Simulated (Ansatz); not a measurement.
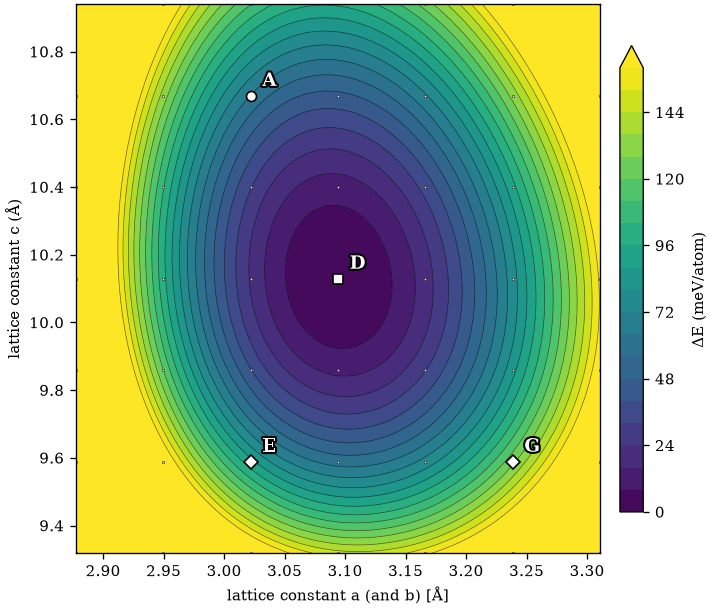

SiC (P6_3mc, No. 186; 8 atoms in the cell). 
- The energy is mapped over the lattice constants a and c of the conventional cell.
- First axis: lattice constant a (and b). Second axis: lattice constant c.
- Nothing is relaxed (fractional coordinates fixed).
- Grid: 7 × 7 points.
- Points are written as (first, second).
- Energies are in meV/atom, from the lowest grid point.
- Computed with Ansatz, DFT PBE, scalar-relativistic, plane waves, PAW. Settings: cutoff 520 eV, k-mesh 12×12×4 in the order of the run's cell vectors, gaussian smearing 0.05 eV, no spin polarisation.

In the figure: filled contours, dots at the grid points, one colour for all values above the top of the scale, lettered points. Between grid points the surface is interpolated.

Is G the lowest point of the computed grid?

No. G lies 126 meV/atom above the lowest grid point, which is at (3.094 Å, 10.13 Å).

What kind of point is each of A, D, E, G: minimum, saddle, maximum or slope?

A: on a slope; D: minimum; E: on a slope; G: on a slope. (In these two coordinates alone; a stationary point may lie a little off the grid point.)

PAW datasets: the set soft_1.
